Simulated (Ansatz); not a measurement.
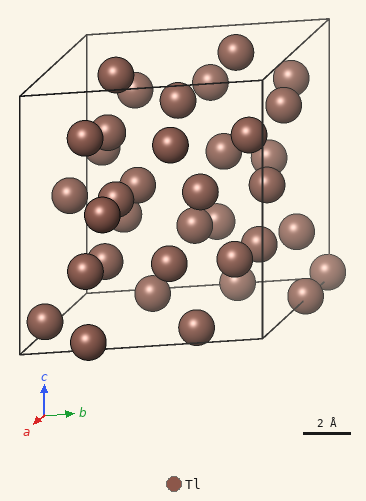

Starting frame of a dynamics run of a 36-atom cell of Tl. It starts from the last geometry of an earlier run, with fresh velocities. A spheres-only model of the simulation cell, seen slightly off an axis.

These are results of DFT PBE, scalar-relativistic, plane waves, PAW in Ansatz, not measurements.

Input
```yaml
accuracy: low
crystal:
  lattice:
    - [10.715068, 0.0, 0.0]
    - [-5.357534, 9.279521, 0.0]
    - [0.0, 0.0, 11.422262]
  atoms:
    - { symbol: Tl, position: [0.00222783, -0.00805256, 0.01759234] }
    - { symbol: Tl, position: [0.10958925, 0.18116006, 0.31711418] }
    - { symbol: Tl, position: [0.04642933, 0.07404749, 0.56795949] }
    - { symbol: Tl, position: [0.06498223, 0.21445492, 0.78491312] }
    - { symbol: Tl, position: [-0.00639958, 0.27782016, 0.02533157] }
    - { symbol: Tl, position: [0.05478504, 0.54995073, 0.25334684] }
    - { symbol: Tl, position: [-0.0295585, 0.32907905, 0.50996608] }
    - { symbol: Tl, position: [0.12249093, 0.54139378, 0.8081018] }
    - { symbol: Tl, position: [0.01488916, 0.62361666, 0.0025231] }
    - { symbol: Tl, position: [0.13887793, 0.9013463, 0.21212307] }
    - { symbol: Tl, position: [0.01870846, 0.75457839, 0.47861469] }
    - { symbol: Tl, position: [0.10294653, 0.86888771, 0.79937943] }
    - { symbol: Tl, position: [0.31131813, -0.01442493, -0.00121077] }
    - { symbol: Tl, position: [0.48278268, 0.20595477, 0.22161864] }
    - { symbol: Tl, position: [0.32416976, 0.01695966, 0.45055842] }
    - { symbol: Tl, position: [0.42325289, 0.2012358, 0.70646835] }
    - { symbol: Tl, position: [0.32129956, 0.35784699, 0.0501467] }
    - { symbol: Tl, position: [0.40367216, 0.55421258, 0.32086609] }
    - { symbol: Tl, position: [0.37021387, 0.30961769, 0.48408687] }
    - { symbol: Tl, position: [0.49836028, 0.51117031, 0.82988605] }
    - { symbol: Tl, position: [0.37382941, 0.71543652, -0.02676849] }
    - { symbol: Tl, position: [0.42877381, 0.82662226, 0.23705971] }
    - { symbol: Tl, position: [0.26646634, 0.63640468, 0.56985011] }
    - { symbol: Tl, position: [0.41364745, 0.92336928, 0.76562126] }
    - { symbol: Tl, position: [0.7020071, 0.01886452, 0.05212104] }
    - { symbol: Tl, position: [0.85248289, 0.22696704, 0.26950782] }
    - { symbol: Tl, position: [0.54531846, -0.10899595, 0.49040332] }
    - { symbol: Tl, position: [0.74714287, 0.19641514, 0.76176529] }
    - { symbol: Tl, position: [0.58317769, 0.27852346, -0.03746158] }
    - { symbol: Tl, position: [0.76670674, 0.54891518, 0.25951738] }
    - { symbol: Tl, position: [0.68091732, 0.30530559, 0.50205088] }
    - { symbol: Tl, position: [0.82605532, 0.570033, 0.73090737] }
    - { symbol: Tl, position: [0.76577632, 0.66115567, 0.00497148] }
    - { symbol: Tl, position: [0.76109457, 0.81733159, 0.25871487] }
    - { symbol: Tl, position: [0.69602174, 0.6576575, 0.51356262] }
    - { symbol: Tl, position: [0.7980413, 0.88618028, 0.74381859] }
basis:
  ecutwfc: 420.0
kpoints:
  mp_grid: { grid: [1, 1, 1] }
hamiltonian:
  xc: pbe
scf:
  occupations: { method: fermi_dirac, width: 0.1 }
  lower_state_search: "off"
md:
  timestep: 3
  n_steps: 400
  ensemble: nvt_langevin
  temperature: 720.0
  initial_velocities: maxwell_boltzmann
  seed: 116498
  friction: 0.02
  temperature_schedule:
    - { n_steps: 300, end_temperature: 300.0 }
    - { n_steps: 100, end_temperature: 300.0 }
```

Command:
```bash
ansatz run input.yaml --threads 4 --pin off --max-ram 10240MiB --backend cpu --events-out ev --progress --plain --runs-dir out
```

**Predict how the run goes.**

Under the programmed temperature the kinetic temperature goes from 717 K (first eighth) to 331 K (last eighth), with a peak of 876 K. The potential energy in the second half lies on average 116 meV per atom below the first frame. In the second half of the run the atoms are, in the root-mean-square, this far from where they began (common drift taken out): Tl 0.65 Å. Against the typical shortest distance between atoms in the first frame, about 3.0 Å these are large excursions, but over 1.20 ps one can't yet tell strong vibration from the start of diffusion.

Along the run (each row but the first and the last is the mean over the interval that it begins):

| time (fs) | potential energy (meV/atom) | T (K) |
| --- | --- | --- |
| 0.0 | 0.0 | 700 |
| 150.0 | -22.9 | 610 |
| 300.0 | -33.8 | 629 |
| 450.0 | -66.4 | 591 |
| 600.0 | -92.1 | 441 |
| 750.0 | -111.7 | 404 |
| 900.0 | -123.9 | 338 |
| 1050.0 | -134.4 | 330 |
| 1200.0 | -135.0 | 319 |

The paths of the atoms:

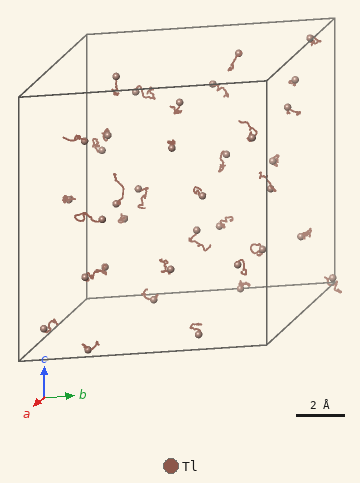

Limits of the set-up: the k-point mesh is coarse for a cell with partly filled bands; the program's low-accuracy preset was used.
